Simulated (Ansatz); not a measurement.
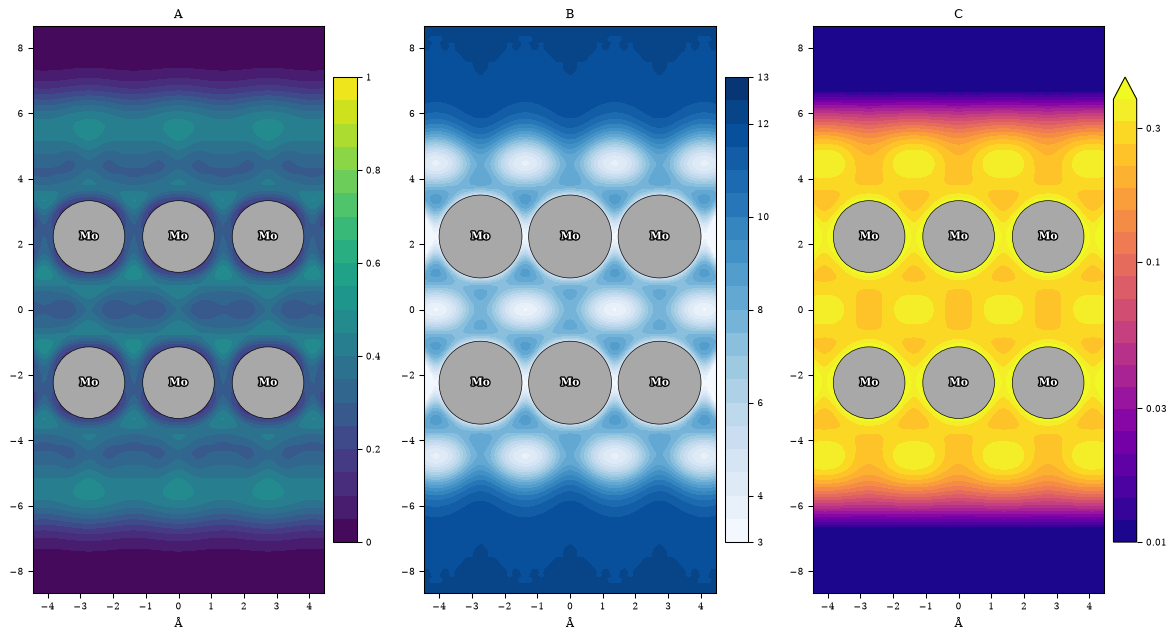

Mo (slab): 3 fields on the (010) plane of the calculation cell, a cut from vacuum to vacuum, with unlabelled colour scales. Grey discs cover the atomic cores.

Not relaxed (largest force 0.6 eV/Å); computed without spin polarisation.

Theory: DFT PBE, scalar-relativistic, plane waves, PAW (Ansatz).

> Which field does each panel show? The fields are: electron localisation function, electrostatic potential energy of an electron and valence pseudo-density.

Panel A: electron localisation function. Panel B: electrostatic potential energy of an electron (low next to the atoms, rising into the space between them). Panel C: valence pseudo-density. From the grid: Mo–Mo (2.74 Å): ρ at the midpoint is about 0.37 e/Å³; the ELF is about 0.30 at the midpoint.
